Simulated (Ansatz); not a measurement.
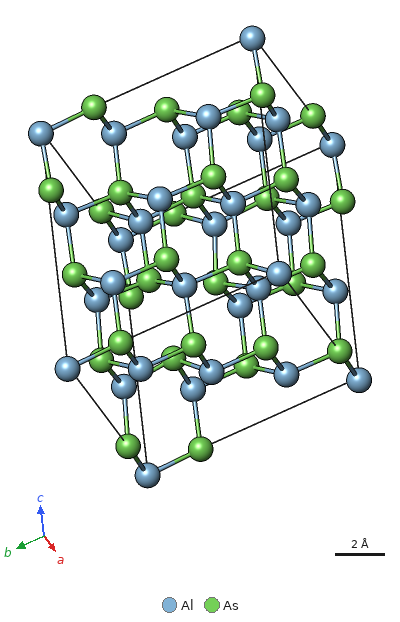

**Figure 1.** The structure as given in the input (ball-and-stick view of the cell of the calculation, seen at an oblique angle).

## Run report: Al$_{15}$As$_{16}$ (charge −3), single-point calculation (part 1 of 2)

Al$_{15}$As$_{16}$ (defect cell, 31 atoms in the cell, total charge −3), computed with DFT, PBEsol, dispersion d3bjatm, plane waves, PAW, spin-polarised (Ansatz 0.2.0).

The structure derives from a Materials Project entry.

### Input file
```yaml
crystal:
  lattice:
    - [-5.7279123196, 5.7279123196, -5.7279123196]
    - [-5.7279123196, -5.7279123196, 5.7279123196]
    - [5.7279123196, 5.7279123196, 5.7279123196]
  atoms:
    - { symbol: Al, position: [0.4964993773, -0.0126860866, 0.5] }
    - { symbol: Al, position: [0.4964993773, 0.75, 0.7373139134] }
    - { symbol: Al, position: [0.25, 0.25, 0.5] }
    - { symbol: Al, position: [0.2408145361, 0.0035006227, 0.7535006227] }
    - { symbol: Al, position: [0.25, 0.75, 0.0] }
    - { symbol: Al, position: [-0.0126860866, 0.4964993773, 0.5] }
    - { symbol: Al, position: [0.0035006227, 0.2408145361, 0.7535006227] }
    - { symbol: Al, position: [0.0035006227, 0.0035006227, -0.0091854639] }
    - { symbol: Al, position: [-0.0126860866, 0.75, 0.2464993773] }
    - { symbol: Al, position: [0.75, 0.4964993773, 0.7373139134] }
    - { symbol: Al, position: [0.75, 0.25, 0.0] }
    - { symbol: Al, position: [0.75, -0.0126860866, 0.2464993773] }
    - { symbol: Al, position: [0.5126860866, 0.5126860866, 0.0091854639] }
    - { symbol: Al, position: [0.5126860866, 0.2591854639, 0.2626860866] }
    - { symbol: Al, position: [0.2591854639, 0.5126860866, 0.2626860866] }
    - { symbol: As, position: [-0.0206852268, -0.0206852268, 0.7293147732], spin: 0.5 }
    - { symbol: As, position: [0.75, 0.2476843294, 0.7486194894] }
    - { symbol: As, position: [0.75, -0.0013805106, -0.0023156706] }
    - { symbol: As, position: [0.5013805106, 0.5013805106, 0.74906484] }
    - { symbol: As, position: [0.50093516, 0.2523156706, 0.0023156706] }
    - { symbol: As, position: [0.5013805106, -0.00093516, 0.2513805106] }
    - { symbol: As, position: [0.2476843294, 0.75, 0.7486194894] }
    - { symbol: As, position: [0.2523156706, 0.50093516, 0.0023156706] }
    - { symbol: As, position: [0.2523156706, 0.2523156706, 0.25093516] }
    - { symbol: As, position: [0.2476843294, -0.0013805106, 0.5] }
    - { symbol: As, position: [-0.0013805106, 0.75, -0.0023156706] }
    - { symbol: As, position: [-0.00093516, 0.5013805106, 0.2513805106] }
    - { symbol: As, position: [-0.0013805106, 0.2476843294, 0.5] }
    - { symbol: As, position: [0.75, 0.75, 0.2706852268], spin: 0.5 }
    - { symbol: As, position: [0.75, 0.5206852268, 0.5], spin: 0.5 }
    - { symbol: As, position: [0.5206852268, 0.75, 0.5], spin: 0.5 }
  host:
    lattice:
      - [0.0, 2.8639561598, 2.8639561598]
      - [2.8639561598, 0.0, 2.8639561598]
      - [2.8639561598, 2.8639561598, 0.0]
    atoms:
      - { symbol: Al, position: [0.0, 0.0, 0.0] }
      - { symbol: As, position: [0.75, 0.75, 0.75] }
total_charge: -3
basis:
  ecutwfc: "18.4 Ry"
  xc_grid: 2
kpoints:
  mp_grid: { grid: [2, 2, 2], shift: [0.5, 0.5, 0.5] }
hamiltonian:
  xc: pbesol
  dispersion: d3bjatm
scf:
  occupations: { method: gaussian, width: 0.01 }
output:
  forces: true
  eigenvalues: true
magnetization:
  spin_polarized: true
```

Run as:
```bash
ansatz run input.yaml --threads 4 --pin off --max-ram 6144MiB --backend cpu --events-out ev --progress --plain --runs-dir out
```

### What the program printed
```
Warning: basis.ecutwfc = 250.34475346308957 eV is below the records' recommended 420 eV, and the density's cutoff is lower with it unless basis.ecutrho_ratio is high enough to keep the records' density cutoff: compare with a run at a higher cutoff
Engine: ansatz 0.2.0, aarch64-unknown-linux-gnu
Pseudopotentials: kind: paw
Pseudopotential: Al, paw, valence charge 3, recommended cutoff 420 eV (normal), Al.paw.azcp
Pseudopotential: As, paw, valence charge 15, recommended cutoff 420 eV (normal), As.paw.azcp
Functional definition: PBEsol
  exchange = pbesol_x
  correlation = pbesol_c
Crystal: 31 atoms, lattice volume = 751.708 Å³
Basis set: ecut = 250.34475346308957 eV, 6819 PW (Γ), exchange–correlation on 108×108×108 points (8 copies of the dense FFT grid, shifted against one another)
Bands: 176, of which v1, the nominal top of the filled ones, is band 144 counted from 1 (143 counted from 0)
Symmetry: 24 space group operations
Space group: I-43m (ITA 217), of the structure as read, at distance tolerance 9.1e-5 Å
Magnetic group: BNS 217.78 (UNI 1580), of the structure as read, at distance tolerance 9.1e-5 Å
k-points: 2 of 8 (time reversal used)
Non-local potential: Al, projectors of the file, l = 0: 2, l = 1: 2, l = 2: 1
Non-local potential: As, projectors of the file, l = 0: 2, l = 1: 2, l = 2: 3, l = 3: 1
PAW form: soft (Blöchl's): semilocal exchange-correlation on the pseudo side does not see the compensation charge
PAW frozen core: Al, regenerated for the run's functional, and the local potential with it (the file was generated under x = pbe(κ = 0.804, μ = 0.2195149727645171), c = pbe(β = 0.06672455060314922))
PAW frozen core: As, regenerated for the run's functional, and the local potential with it (the file was generated under x = pbe(κ = 0.804, μ = 0.2195149727645171), c = pbe(β = 0.06672455060314922))
PAW one-centre angular grid: Al, 110 points (default); XC on 64 Gauss nodes
PAW one-centre angular grid: As, 590 points (default); XC on 64 Gauss nodes
Initial density: superposition of atomic densities (chi_scale 0.1, normalization cell)
Starting moments: Σ|m| = 2 μB on 4 of 31 sites
Initial wavefunctions: pseudopotential atomic-orbital guess
Functional: x = pbesol(κ = 0.804, μ = 0.12345679012345678), c = pbesol(β = 0.046)
iter 1 solved again at ethr=3.05e-3 eV; its pass at ethr=3.10e-3 eV (dr2=8.77e0 eV) is discarded
SCF iter   1: F=—  HF=-84868.234659 eV  |F-HF|=—  |Δ(HF+E_count)|=         —  Δρ=2.59e-2 (↑2.59e-2 ↓2.06e-2)  dr2=8.79e0  dr2_m=1.24e0  M=0.000 μB ∫|m|=0.216 μB  β_m=0.30  ethr=3.05e-3  ⟨swp⟩=1.0  Hψ=3370  notcnv=0
preconditioner: auto → Resta (q_TF=auto, 2.325 Å⁻¹)  ε∞=4.4  [insulator: Δε(μ)=1.741 eV  Ē_g=8.283 eV  σ=0.010 eV  W_gap=1.00  n_scr=140 (ndim 8)  ℏωp=15.3 eV  f_vac=0.000  D(μ)=0.00/eV (n_scr^D=0)  ε∞_Penn≈4.4]
spin=Collinear: Resta preconditioning applied to the charge; magnetization (m = ρ↑ − ρ↓) channel mixes plain (no charge-response kernel on spin).
SCF iter   2: F=—  HF=-84866.198194 eV  |F-HF|=—  |Δ(HF+E_count)|=    2.04e0  Δρ=1.83e-2 (↑1.83e-2 ↓1.50e-2)  dr2=4.86e0  dr2_m=6.12e-1  M=0.000 μB ∫|m|=0.165 μB  β_m=0.30  ethr=3.05e-3  ⟨swp⟩=1.0  Hψ=704  notcnv=0
SCF iter   3: F=—  HF=-84865.047335 eV  |F-HF|=—  |Δ(HF+E_count)|=    1.15e0  Δρ=7.70e-3 (↑6.37e-3 ↓7.70e-3)  dr2=2.34e-1  dr2_m=3.01e-1  M=0.000 μB ∫|m|=0.130 μB  β_m=0.30  ethr=1.69e-3  ⟨swp⟩=3.5  Hψ=1427  notcnv=0
SCF iter   4: F=—  HF=-84864.792892 eV  |F-HF|=—  |Δ(HF+E_count)|=   2.54e-1  Δρ=4.98e-3 (↑4.58e-3 ↓4.98e-3)  dr2=3.04e-2  dr2_m=1.48e-1  M=0.000 μB ∫|m|=0.098 μB  β_m=0.30  ethr=8.12e-5  ⟨swp⟩=2.0  Hψ=1428  notcnv=0  defer=88
SCF iter   5: F=—  HF=-84864.805576 eV  |F-HF|=—  |Δ(HF+E_count)|=   1.27e-2  Δρ=3.42e-3 (↑3.28e-3 ↓3.42e-3)  dr2=1.46e-2  dr2_m=7.34e-2  M=0.000 μB ∫|m|=0.075 μB  β_m=0.30  ethr=1.06e-5  ⟨swp⟩=2.0  Hψ=1232  notcnv=0  defer=88
SCF iter   6: F=—  HF=-84864.816716 eV  |F-HF|=—  |Δ(HF+E_count)|=   1.11e-2  Δρ=2.31e-3 (↑2.31e-3 ↓2.30e-3)  dr2=1.36e-3  dr2_m=3.63e-2  M=0.000 μB ∫|m|=0.058 μB  β_m=0.30  ethr=5.06e-6  ⟨swp⟩=2.0  Hψ=905  notcnv=0  defer=88
SCF iter   7: F=—  HF=-84864.820155 eV  |F-HF|=—  |Δ(HF+E_count)|=   3.44e-3  Δρ=1.63e-3 (↑1.63e-3 ↓1.61e-3)  dr2=2.75e-4  dr2_m=1.80e-2  M=0.000 μB ∫|m|=0.045 μB  β_m=0.30  ethr=4.72e-7  ⟨swp⟩=2.0  Hψ=779  notcnv=0  defer=88
Mixer restart at iter 7: flushing history
spin-set hold released at iteration 7 (site moments contracting): the magnetisation degrees of freedom join the quasi-Newton model from the next iteration; the mixer history was flushed
SCF iter   8: F=—  HF=-84864.821586 eV  |F-HF|=—  |Δ(HF+E_count)|=   1.43e-3  Δρ=1.15e-3 (↑1.15e-3 ↓1.13e-3)  dr2=1.71e-4  dr2_m=8.91e-3  M=0.000 μB ∫|m|=0.035 μB  β_m=0.65  ethr=9.55e-8  ⟨swp⟩=2.0  Hψ=888  notcnv=0  defer=88
SCF iter   9: F=—  HF=-84864.823185 eV  |F-HF|=—  |Δ(HF+E_count)|=   1.60e-3  Δρ=3.08e-5 (↑3.08e-5 ↓2.78e-5)  dr2=1.19e-5  dr2_m=4.30e-6  M=0.000 μB ∫|m|=0.006 μB  β_m=0.69  ethr=5.95e-8  ⟨swp⟩=2.0  Hψ=912  notcnv=0  defer=88
SCF iter  10: F=—  HF=-84864.823134 eV  |F-HF|=—  |Δ(HF+E_count)|=   5.18e-5  Δρ=1.53e-5 (↑1.53e-5 ↓1.43e-5)  dr2=4.18e-6  dr2_m=9.85e-7  M=0.000 μB ∫|m|=0.003 μB  β_m=0.85  ethr=4.14e-9  ⟨swp⟩=2.0  Hψ=1192  notcnv=0  defer=88
SCF iter  11: F=—  HF=-84864.823139 eV  |F-HF|=—  |Δ(HF+E_count)|=   5.06e-6  Δρ=3.93e-6 (↑3.93e-6 ↓3.82e-6)  dr2=5.52e-7  dr2_m=3.09e-8  M=0.000 μB ∫|m|=0.001 μB  β_m=0.82  ethr=1.45e-9  ⟨swp⟩=2.0  Hψ=1182  notcnv=0  defer=88
SCF iter  12: F=—  HF=-84864.823139 eV  |F-HF|=—  |Δ(HF+E_count)|=   2.42e-7  Δρ=9.95e-7 (↑8.60e-7 ↓9.95e-7)  dr2=2.40e-8  dr2_m=3.11e-9  M=0.000 μB ∫|m|=0.000 μB  β_m=0.91  ethr=3.47e-11  ⟨swp⟩=8.0  Hψ=3103  notcnv=0
SCF iter  13: F=-84864.823139 eV  HF=-84864.823139 eV  |F-HF|=1.95e-9  |Δ(HF+E_count)|=   1.88e-8  Δρ=3.09e-7 (↑3.09e-7 ↓1.55e-7)  dr2=2.74e-9  dr2_m=2.20e-10  M=0.000 μB ∫|m|=0.000 μB  ethr=8.33e-12  ⟨swp⟩=2.5  Hψ=1409  notcnv=0
SCF 1 converged in 13 iterations: F = -84864.823139 eV  dr2 = 2.74e-9
  greatest PAW one-centre occupation: 0.999 electrons in one spin orbital (limit 2), on the As atom at site 29 (counted from 0), in its partial waves of l = 2
```

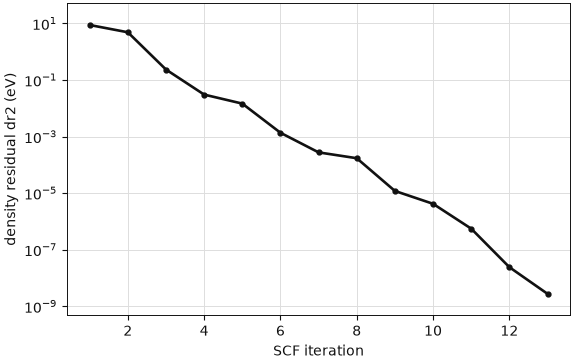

**Figure 2.** Convergence of the self-consistent field: density residual dr2 against the SCF iteration. The residual falls at every step.

```
WARN: the starting moments were not kept: the SCF closed with an absolute magnetisation of 5.2e-5 μB, where they sum to 2 μB in size (4 sites). That is at most 0.1 of that sum. Measured as dr2_m measures the in/out step, that magnetisation stands 3.5e-11 eV from none, at or under the dr2_threshold of 1.0e-7 eV: it is no larger than a step whose dr2_m would equal this threshold. The system may hold no moment; this SCF shows only that its start led to no more than that. To try another start: raise the starting moments (crystal.atoms[].spin, magnetization.per_species, magnetization.initial_magnetization, or on a non-collinear deck that types none of these the spinor_matrix: blocks that start its atoms; where the total moment is fixed, keep their sum and leave initial_magnetization as it is; typed ones take the place of any that the run laid by itself, positive ones on a crystal's lanthanoids without a Hubbard term where scf.initial_density.shell_occupations: [] is typed) or, if the notice of its spin-set hold's release reads "site moments contracting" or "site moments show no strong build", lengthen the hold (scf.mixing.spin_hold: { on: { confirm: 4 } }; for m-r²SCAN on two components see the key's manual first). Each may lead to a state that holds a moment. A second SCF, from the converged charge density, with the starting moments and any scf.initial_density.shell_occupations laid on it anew, would have followed, and was not run: the deck does not ask for one (magnetization.retry_lost_moments is false, the default). To let it run, set magnetization.retry_lost_moments: true and run the deck again, where that key's refused combinations let it; where memory then withholds it, that run's warning says so.
SCF converged after 13 iterations
Magnetization: 0.0000 μB (144.0000 up, 144.0000 down)
Absolute magnetization: 0.0001 μB (∫|ρ↑−ρ↓|, with the PAW one-centre terms)
Spin contamination: 0.0000 ħ² per cell (⟨S²⟩ above its minimum at these occupations)
Per-site moments (μB) at R_I (Å): [(5.628453973009793e-7, 1.0085094875162202), (5.628453973696966e-7, 1.0085094875162202), (1.3311621191710365e-7, 1.0256364030672194), (5.628453973110868e-7, 1.0085094875162202), (1.331162120662989e-7, 1.0256364030672191), (5.628453974658398e-7, 1.0085094875162202), (5.628453973258229e-7, 1.0085094875162202), (5.628453969593261e-7, 1.0085094875162208), (5.628453974668105e-7, 1.0085094875162208), (5.628453970491915e-7, 1.00850948751622), (1.3311621197959353e-7, 1.0256364030672191), (5.62845397240916e-7, 1.0085094875162208), (5.628453973350737e-7, 1.0085094875162202), (5.628453973350674e-7, 1.0085094875162202), (5.628453973360886e-7, 1.0085094875162204), (-3.254214879029837e-6, 1.0085094875162202), (-1.0705033618671393e-7, 1.0256364030672198), (-1.0705033643827051e-7, 1.0256364030672194), (-1.0705033646150176e-7, 1.0256364030672194), (-1.0705033603827446e-7, 1.0256364030672191), (-1.0705033661215627e-7, 1.0256364030672194), (-1.0705033621755453e-7, 1.0256364030672198), (-1.0705033645108305e-7, 1.0256364030672191), (-1.0705033611702569e-7, 1.0256364030672198), (-1.0705033642512525e-7, 1.0256364030672194), (-1.0705033608679444e-7, 1.0256364030672194), (-1.0705033647767807e-7, 1.0256364030672194), (-1.0705033603107909e-7, 1.0256364030672194), (-3.2542148787209983e-6, 1.0085094875162202), (-3.2542148789982534e-6, 1.00850948751622), (-3.2542148786691515e-6, 1.0085094875162202)]
Free energy (F): -84864.823139 eV
Harris-Foulkes:  -84864.823139 eV  (|F-HF|=1.95e-9)
Internal energy: -84864.823139 eV  (E = F + TS)
E sigma→0 (E₀):  -84864.823139 eV
Fermi energy:    6.608505 eV
--- Per-component energies (eV) ---
  E_band       = -4587.527539
  E_kinetic    = 2012.566888
  E_local      = -34404.070533  (includes V_loc(G=0)·N_el)
  E_nonlocal   = -10358.216997
  E_hartree    = 18312.870996
  E_xc         = -1864.470336
  E_vxc        = -1724.456911  (∫ρ·V_xc dr)
  E_paw        = -35681.481497  (= ΣΔE_a)
  E_vpaw       = 3260.917931  (= ΣTr[D̂ρ^β])
  E_aug_tail   = -0.007822  (compensation charges beyond the density's cutoff)
  E_ewald      = -22889.792687
  E_disp       = -7.971096  (pairwise vdW)
  E_core_change = 15.749944  (= ΣΔE_core)
  E_smearing   = -0.000000  (= −TS)
  E_closure    = 0.000000  (closes the sum)
  E_deformation_potential = -36.476728  (in the stress; not in F)
  Σ components = -84864.823139   (vs F -84864.823139, Δ=0.00e0)
```
